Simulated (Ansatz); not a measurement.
Geometry relaxation, with input and output: In₁₅GaP₁₆ (charge −1) (part 1 of 3)

The run: geometry relaxation of In₁₅GaP₁₆ (defect cell, 32 atoms in the cell, total charge −1). Method and program: DFT PBE, scalar-relativistic, plane waves, PAW, spin-polarised (Ansatz 0.2.0).

The structure derives from a Materials Project entry. It belongs to a series of runs on one base structure; here: Ga on a In site (a), charge -1, atoms relaxed at the host's cell.

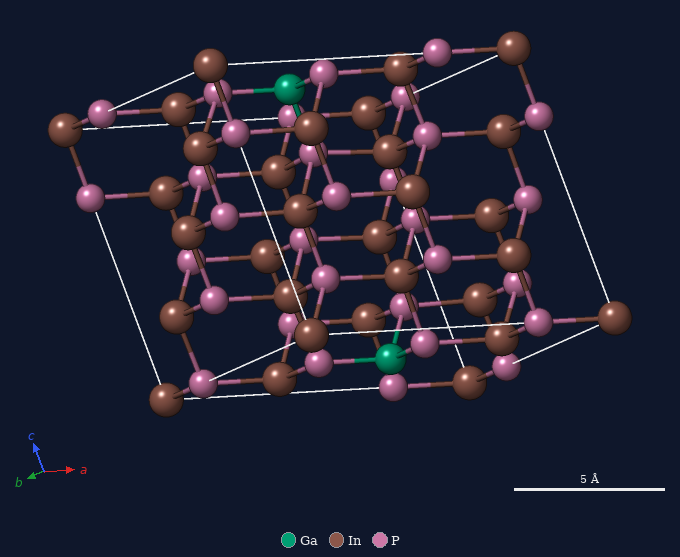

The input geometry (ball-and-stick view of the cell of the calculation, seen at an oblique angle). Near neighbours in the crystal (not all of them lie inside the picture): Ga has 4 P at 2.44 Å; In has 4 P at 2.58 to 2.60 Å; P has 1 Ga at 2.44 Å and 3 In at 2.60 Å; P has 4 In at 2.58 to 2.60 Å.

### Key numbers

```tsv
quantity	value
outcome	converged
electrons treated	289
free energy	−99841.8851 eV
Fermi energy	7.866 eV
gap on the k-point mesh	none (metallic)
net moment of the cell	0.00 μB
integrated absolute moment	0.00 μB
final volume	846.74 Å³
largest force (length of the vector) at the end	0.014 eV/Å
hardware	4 threads of Arm Neoverse V1, 24 GiB of memory available, shared host
wall time	5.2 min (CPU time 21 min)
peak memory	3.5 GiB
```

Warnings of the run: some starting moments were not kept.

### The input
```yaml
crystal:
  lattice:
    - [-5.9597880289, 5.9597880289, 5.9597880289]
    - [5.9597880289, -5.9597880289, 5.9597880289]
    - [5.9597880289, 5.9597880289, -5.9597880289]
  atoms:
    - { symbol: Ga, position: [0.5, 0.5, 0.0], spin: 0.2 }
    - { symbol: In, position: [0.5, 0.7482702915, 0.7527700129] }
    - { symbol: In, position: [0.5, 0.0, 0.5] }
    - { symbol: In, position: [0.7482702915, 0.2527700129, 0.0] }
    - { symbol: In, position: [0.5, 0.2527700129, 0.2482702915] }
    - { symbol: In, position: [0.7482702915, 0.5, 0.7527700129] }
    - { symbol: In, position: [0.7472299871, 0.7472299871, 0.4955002787] }
    - { symbol: In, position: [0.0, 0.0, 0.0] }
    - { symbol: In, position: [0.7472299871, -0.0044997213, 0.2472299871] }
    - { symbol: In, position: [0.0044997213, 0.2517297085, 0.7517297085] }
    - { symbol: In, position: [0.0, 0.5, 0.5] }
    - { symbol: In, position: [0.2527700129, 0.7482702915, 0.0] }
    - { symbol: In, position: [-0.0044997213, 0.7472299871, 0.2472299871] }
    - { symbol: In, position: [0.2517297085, 0.0044997213, 0.7517297085] }
    - { symbol: In, position: [0.2517297085, 0.2517297085, 0.5044997213] }
    - { symbol: In, position: [0.2527700129, 0.5, 0.2482702915] }
    - { symbol: P, position: [0.2639595989, 0.5, 0.0], spin: 0.2 }
    - { symbol: P, position: [0.2507894775, 0.7524341817, 0.7507894775] }
    - { symbol: P, position: [0.2475658183, -0.0016447042, 0.4983552958] }
    - { symbol: P, position: [0.5, 0.2639595989, 0.0], spin: 0.2 }
    - { symbol: P, position: [0.2507894775, 0.2507894775, 0.2524341817] }
    - { symbol: P, position: [0.5, 0.5, 0.7639595989], spin: 0.2 }
    - { symbol: P, position: [0.5, 0.7492105225, 0.5016447042] }
    - { symbol: P, position: [0.7492105225, 0.0016447042, 0.0] }
    - { symbol: P, position: [0.5, 0.0016447042, 0.2492105225] }
    - { symbol: P, position: [0.7524341817, 0.2507894775, 0.7507894775] }
    - { symbol: P, position: [0.7492105225, 0.5, 0.5016447042] }
    - { symbol: P, position: [0.0016447042, 0.7492105225, 0.0] }
    - { symbol: P, position: [0.7360404011, 0.7360404011, 0.2360404011], spin: 0.2 }
    - { symbol: P, position: [-0.0016447042, -0.0016447042, 0.7475658183] }
    - { symbol: P, position: [-0.0016447042, 0.2475658183, 0.4983552958] }
    - { symbol: P, position: [0.0016447042, 0.5, 0.2492105225] }
  host:
    lattice:
      - [0.0, 2.9798940145, 2.9798940145]
      - [2.9798940145, 0.0, 2.9798940145]
      - [2.9798940145, 2.9798940145, 0.0]
    atoms:
      - { symbol: In, position: [0.0, 0.0, 0.0] }
      - { symbol: P, position: [0.25, 0.25, 0.25] }
total_charge: -1
basis:
  ecutwfc: 420
  xc_grid: 2
kpoints:
  mp_grid: { grid: [4, 4, 4], shift: [0.5, 0.5, 0.5] }
hamiltonian:
  xc: pbe
scf:
  occupations: { method: gaussian, width: 0.02 }
output:
  forces: true
  stress: false
  eigenvalues: true
  populations: true
  charged_corrections:
    defect_position: [0.5, 0.5, 0.0]
    epsilon: [[15.0794, 0.0, 0.0], [0.0, 15.0794, 0.0], [0.0, 0.0, 15.0794]]
  write_density: true
  write_potential: true
  elf: true
  volumetric_format: npy
magnetization:
  spin_polarized: true
relax:
  adjacent_minimum: "off"
  f_tol: 0.025
  max_steps: 45
```

Launched with:
```bash
ansatz run input.yaml --threads 4 --pin off --max-ram 8192MiB --backend cpu --events-out ev --progress --plain --runs-dir out
```

### What the program printed
```
Engine: ansatz 0.2.0, aarch64-unknown-linux-gnu
Pseudopotentials: kind: paw
Pseudopotential: Ga, paw, valence charge 13, recommended cutoff 420 eV (normal), Ga.paw.azcp
Pseudopotential: In, paw, valence charge 13, recommended cutoff 420 eV (normal), In.paw.azcp
Pseudopotential: P, paw, valence charge 5, recommended cutoff 420 eV (normal), P.paw.azcp
Functional definition: PBE
  parameter kappa = 0.804
  parameter beta = 0.06672455060314922
  exchange = pbe_x(kappa = kappa, mu = beta*pi^2/3)
  correlation = pbe_c(beta = beta)
Crystal: 32 atoms, lattice volume = 846.745 Å³
Basis set: ecut = 420 eV, 16487 PW (Γ), exchange–correlation on 144×144×144 points (8 copies of the dense FFT grid, shifted against one another)
Bands: 177, of which v1, the nominal top of the filled ones, is band 145 counted from 1 (144 counted from 0)
Symmetry: 24 space group operations
Space group: I-43m (ITA 217), of the structure as read, at distance tolerance 9.5e-5 Å
Magnetic group: BNS 217.78 (UNI 1580), of the structure as read, at distance tolerance 9.5e-5 Å
k-points: 6 of 64 (time reversal used)
Non-local potential: Ga, projectors of the file, l = 0: 2, l = 1: 2, l = 2: 3, l = 3: 1
Non-local potential: In, projectors of the file, l = 0: 2, l = 1: 2, l = 2: 2, l = 3: 2
Non-local potential: P, projectors of the file, l = 0: 2, l = 1: 2, l = 2: 2
PAW form: soft (Blöchl's): semilocal exchange-correlation on the pseudo side does not see the compensation charge
PAW one-centre angular grid: Ga, 590 points (default); XC on 64 Gauss nodes
PAW one-centre angular grid: In, 590 points (default); XC on 64 Gauss nodes
PAW one-centre angular grid: P, 110 points (default); XC on 64 Gauss nodes
Initial density: superposition of atomic densities (chi_scale 0.1, normalization cell)
Starting moments: Σ|m| = 1 μB on 5 of 32 sites
Initial wavefunctions: pseudopotential atomic-orbital guess
Functional: x = pbe(κ = 0.804, μ = 0.2195149727645171), c = pbe(β = 0.06672455060314922)
SCF iter   1: F=—  HF=-99848.953235 eV  |F-HF|=—  |Δ(HF+E_count)|=         —  Δρ=2.01e-2 (↑1.97e-2 ↓2.01e-2)  dr2=2.43e1  dr2_m=9.67e-2  M=0.095 μB ∫|m|=0.189 μB  β_m=0.30  ethr=3.10e-3  ⟨swp⟩=8.0  Hψ=8612  notcnv=0  defer=3
preconditioner: auto → Kerker (q_TF=auto, 2.281 Å⁻¹)  [metal: Δε(μ)=0.015 eV  Ē_g=12.448 eV  σ=0.020 eV  W_gap=0.39  n_scr=176 (ndim 8)  ℏωp=21.7 eV  f_vac=0.000  D(μ)=8.65/eV (n_scr^D=42)]
spin=Collinear: Kerker preconditioning applied to the charge; magnetization (m = ρ↑ − ρ↓) channel mixes plain (no charge-response kernel on spin).
SCF iter   2: F=—  HF=-99844.944298 eV  |F-HF|=—  |Δ(HF+E_count)|=    4.01e0  Δρ=1.48e-2 (↑1.43e-2 ↓1.48e-2)  dr2=1.20e1  dr2_m=4.89e-2  M=0.076 μB ∫|m|=0.151 μB  β_m=0.30  ethr=3.10e-3  ⟨swp⟩=3.0  Hψ=4269  notcnv=0  defer=303
SCF iter   3: F=—  HF=-99841.932299 eV  |F-HF|=—  |Δ(HF+E_count)|=    3.01e0  Δρ=5.42e-3 (↑5.14e-3 ↓5.42e-3)  dr2=6.44e-1  dr2_m=2.48e-2  M=0.060 μB ∫|m|=0.121 μB  β_m=0.30  ethr=3.10e-3  ⟨swp⟩=3.4  Hψ=3385  notcnv=0  defer=303
SCF iter   4: F=—  HF=-99841.809272 eV  |F-HF|=—  |Δ(HF+E_count)|=   1.23e-1  Δρ=2.24e-3 (↑2.24e-3 ↓1.90e-3)  dr2=1.11e-1  dr2_m=1.27e-2  M=0.047 μB ∫|m|=0.095 μB  β_m=0.30  ethr=2.23e-4  ⟨swp⟩=2.3  Hψ=4279  notcnv=0  defer=309
SCF iter   5: F=—  HF=-99841.840360 eV  |F-HF|=—  |Δ(HF+E_count)|=   3.11e-2  Δρ=1.56e-3 (↑1.56e-3 ↓1.48e-3)  dr2=4.78e-2  dr2_m=6.52e-3  M=0.036 μB ∫|m|=0.075 μB  β_m=0.30  ethr=3.84e-5  ⟨swp⟩=2.0  Hψ=3630  notcnv=0  defer=309
SCF iter   6: F=—  HF=-99841.874405 eV  |F-HF|=—  |Δ(HF+E_count)|=   3.40e-2  Δρ=1.00e-3 (↑6.77e-4 ↓1.00e-3)  dr2=1.13e-2  dr2_m=3.36e-3  M=0.027 μB ∫|m|=0.060 μB  β_m=0.30  ethr=1.65e-5  ⟨swp⟩=2.7  Hψ=3651  notcnv=0  defer=309
SCF iter   7: F=—  HF=-99841.881008 eV  |F-HF|=—  |Δ(HF+E_count)|=   6.60e-3  Δρ=5.71e-4 (↑5.54e-4 ↓5.71e-4)  dr2=3.45e-3  dr2_m=1.75e-3  M=0.021 μB ∫|m|=0.048 μB  β_m=0.30  ethr=3.92e-6  ⟨swp⟩=2.2  Hψ=3704  notcnv=0  defer=309
Mixer restart at iter 7: flushing history
spin-set hold released at iteration 7 (site moments contracting): the magnetisation degrees of freedom join the quasi-Newton model from the next iteration; the mixer history was flushed
SCF iter   8: F=—  HF=-99841.881977 eV  |F-HF|=—  |Δ(HF+E_count)|=   9.69e-4  Δρ=4.22e-4 (↑4.08e-4 ↓4.22e-4)  dr2=2.21e-3  dr2_m=9.14e-4  M=0.016 μB ∫|m|=0.039 μB  β_m=0.65  ethr=1.19e-6  ⟨swp⟩=1.5  Hψ=1849  notcnv=0  defer=309
preconditioner: auto → Resta (q_TF=auto, 2.281 Å⁻¹)  ε∞=3.7  [insulator: Δε(μ)=0.102 eV  Ē_g=13.113 eV  σ=0.020 eV  W_gap=0.50  n_scr=176 (ndim 8)  ℏωp=21.7 eV  f_vac=0.013  D(μ)=10.06/eV (n_scr^D=42)  ε∞_Penn≈3.7]
spin=Collinear: Resta preconditioning applied to the charge; magnetization (m = ρ↑ − ρ↓) channel mixes plain (no charge-response kernel on spin).
SCF iter   9: F=—  HF=-99841.884294 eV  |F-HF|=—  |Δ(HF+E_count)|=   2.32e-3  Δρ=6.58e-5 (↑6.05e-5 ↓6.58e-5)  dr2=1.78e-4  dr2_m=5.21e-6  M=0.001 μB ∫|m|=0.007 μB  β_m=0.82  ethr=7.65e-7  ⟨swp⟩=2.5  Hψ=3796  notcnv=0  defer=309
SCF iter  10: F=—  HF=-99841.884618 eV  |F-HF|=—  |Δ(HF+E_count)|=   3.24e-4  Δρ=3.65e-5 (↑3.65e-5 ↓3.07e-5)  dr2=5.03e-5  dr2_m=1.36e-7  M=-0.000 μB ∫|m|=0.000 μB  β_m=0.69  ethr=6.17e-8  ⟨swp⟩=2.6  Hψ=3776  notcnv=0  defer=309
SCF iter  11: F=—  HF=-99841.884617 eV  |F-HF|=—  |Δ(HF+E_count)|=   1.33e-6  Δρ=9.06e-6 (↑9.06e-6 ↓9.01e-6)  dr2=2.97e-6  dr2_m=2.09e-7  M=-0.000 μB ∫|m|=0.001 μB  β_m=0.81  ethr=5.41e-9  ⟨swp⟩=21.4  Hψ=24006  notcnv=0
SCF iter  12: F=-99841.884620 eV  HF=-99841.884620 eV  |F-HF|=2.37e-7  |Δ(HF+E_count)|=   3.04e-6  Δρ=4.13e-6 (↑3.29e-6 ↓4.13e-6)  dr2=3.45e-7  dr2_m=3.92e-8  M=-0.000 μB ∫|m|=0.001 μB  ethr=1.03e-9  ⟨swp⟩=11.6  Hψ=16312  notcnv=0
WARN: the starting moments were not kept: the SCF closed with an absolute magnetisation of 6.2e-4 μB, where they sum to 1 μB in size (5 sites). That is at most 0.1 of that sum. Measured as dr2_m measures the in/out step, that magnetisation stands 7.0e-9 eV from none, at or under the dr2_threshold of 1.6e-5 eV: it is no larger than a step whose dr2_m would equal this threshold. The system may hold no moment; this SCF shows only that its start led to no more than that. To try another start: raise the starting moments (crystal.atoms[].spin, magnetization.per_species, magnetization.initial_magnetization, or on a non-collinear deck that types none of these the spinor_matrix: blocks that start its atoms; where the total moment is fixed, keep their sum and leave initial_magnetization as it is; typed ones take the place of any that the run laid by itself, positive ones on a crystal's lanthanoids without a Hubbard term where scf.initial_density.shell_occupations: [] is typed) or, if the notice of its spin-set hold's release reads "site moments contracting" or "site moments show no strong build", lengthen the hold (scf.mixing.spin_hold: { on: { confirm: 4 } }; for m-r²SCAN on two components see the key's manual first). Each may lead to a state that holds a moment. A second SCF, from the converged charge density, with the starting moments and any scf.initial_density.shell_occupations laid on it anew, would have followed, and was not run: the deck does not ask for one (magnetization.retry_lost_moments is false, the default). To let it run, set magnetization.retry_lost_moments: true and run the deck again, where that key's refused combinations let it; where memory then withholds it, that run's warning says so.
SCF 1 converged in 12 iterations: F = -99841.884620 eV  dr2 = 3.45e-7
  greatest PAW one-centre occupation: 0.994 electrons in one spin orbital (limit 2), on the Ga atom at site 0 (counted from 0), in its partial waves of l = 2
relax step   1: F+E_penalty+E_count = -99841.88462021 eV  Δ(F+E_penalty+E_count) = +0.000e0 eV  max|allowed force component| = 2.530e-2 eV/Å  Δτ_max = 0.0000 Å  (12 SCF iters, dr2 threshold 1.56e-5 eV, accepted)
Initial density: handed on by an earlier stage of this run
Starting moments: Σ|m| = 1 μB on 5 of 32 sites; this step starts from the density that it was given
Initial wavefunctions: those handed on with the density
iter 1 solved again at ethr=2.05e-7 eV; its pass at ethr=3.10e-3 eV (dr2=5.94e-4 eV) is discarded
SCF iter   1: F=—  HF=-99841.885518 eV  |F-HF|=—  |Δ(HF+E_count)|=         —  Δρ=1.03e-4 (↑1.03e-4 ↓1.03e-4)  dr2=5.81e-4  dr2_m=4.07e-8  M=-0.000 μB ∫|m|=0.001 μB  β_m=0.30  ethr=2.05e-7  ⟨swp⟩=3.0  Hψ=6171  notcnv=0  defer=310
preconditioner: auto → Resta (q_TF=auto, 2.281 Å⁻¹)  ε∞=3.7  [insulator: Δε(μ)=0.106 eV  Ē_g=13.103 eV  σ=0.020 eV  W_gap=0.54  n_scr=176 (ndim 8)  ℏωp=21.7 eV  f_vac=0.017  D(μ)=10.04/eV (n_scr^D=42)  ε∞_Penn≈3.7]
spin=Collinear: Resta preconditioning applied to the charge; magnetization (m = ρ↑ − ρ↓) channel mixes plain (no charge-response kernel on spin).
SCF iter   2: F=—  HF=-99841.885422 eV  |F-HF|=—  |Δ(HF+E_count)|=   9.58e-5  Δρ=7.57e-5 (↑7.57e-5 ↓7.51e-5)  dr2=2.28e-4  dr2_m=2.50e-8  M=-0.000 μB ∫|m|=0.000 μB  β_m=0.58  ethr=2.01e-7  ⟨swp⟩=2.0  Hψ=1951  notcnv=0  defer=310
SCF iter   3: F=—  HF=-99841.885358 eV  |F-HF|=—  |Δ(HF+E_count)|=   6.39e-5  Δρ=1.81e-5 (↑1.81e-5 ↓1.78e-5)  dr2=1.48e-5  dr2_m=2.85e-9  M=-0.000 μB ∫|m|=0.000 μB  β_m=0.67  ethr=7.90e-8  ⟨swp⟩=2.0  Hψ=2246  notcnv=0  defer=310
SCF iter   4: F=—  HF=-99841.885124 eV  |F-HF|=—  |Δ(HF+E_count)|=   2.34e-4  Δρ=4.69e-6 (↑4.69e-6 ↓4.67e-6)  dr2=8.15e-7  dr2_m=1.77e-10  M=-0.000 μB ∫|m|=0.000 μB  β_m=0.66  ethr=5.13e-9  ⟨swp⟩=2.5  Hψ=3582  notcnv=0  defer=310
SCF iter   5: F=—  HF=-99841.885124 eV  |F-HF|=—  |Δ(HF+E_count)|=   1.42e-7  Δρ=2.46e-6 (↑2.45e-6 ↓2.46e-6)  dr2=2.10e-7  dr2_m=3.57e-11  M=-0.000 μB ∫|m|=0.000 μB  β_m=0.71  ethr=3.46e-11  ⟨swp⟩=17.2  Hψ=17361  notcnv=0
SCF iter   6: F=-99841.885125 eV  HF=-99841.885125 eV  |F-HF|=2.42e-8  |Δ(HF+E_count)|=   1.47e-7  Δρ=8.12e-7 (↑8.08e-7 ↓8.12e-7)  dr2=3.46e-8  dr2_m=2.02e-12  M=-0.000 μB ∫|m|=0.000 μB  ethr=3.46e-11  ⟨swp⟩=9.5  Hψ=14632  notcnv=0
the starting moments were not kept: the SCF closed with an absolute magnetisation of 5.6e-6 μB, where they sum to 1 μB in size (5 sites). That is at most 0.1 of that sum. Measured as dr2_m measures the in/out step, that magnetisation stands 4.6e-13 eV from none, at or under the dr2_threshold of 1.0e-7 eV: it is no larger than a step whose dr2_m would equal this threshold.
SCF 2 converged in 6 iterations: F = -99841.885125 eV  dr2 = 3.46e-8
relax step   2: F+E_penalty+E_count = -99841.88512465 eV  Δ(F+E_penalty+E_count) = -5.044e-4 eV  max|allowed force component| = 1.013e-2 eV/Å  Δτ_max = 0.0047 Å  (6 SCF iters, accepted)
```

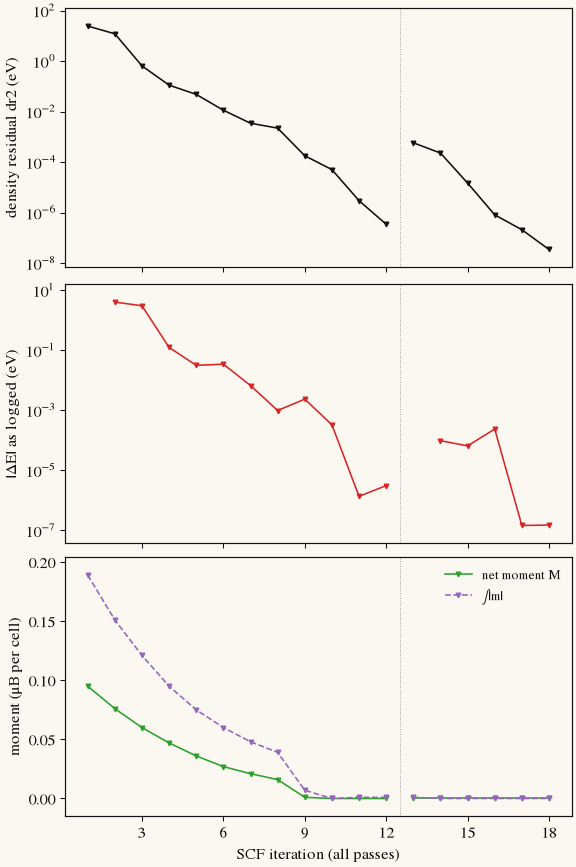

Convergence of the self-consistent field: density residual dr2, size of the energy change and magnetic moment against the SCF iteration. The dotted lines part the SCF passes of the relaxation: geometry steps, rejected trials and re-solves on a re-selected basis. The passes take 12 and 6 iterations. The net moment stays at 0.0 μB per cell, and ∫|m| falls to zero.

```
SCF converged after 6 iterations
Magnetization: -0.0000 μB (144.5000 up, 144.5000 down)
Absolute magnetization: 0.0000 μB (∫|ρ↑−ρ↓|, with the PAW one-centre terms)
Spin contamination: 0.0000 ħ² per cell (⟨S²⟩ above its minimum at these occupations)
```
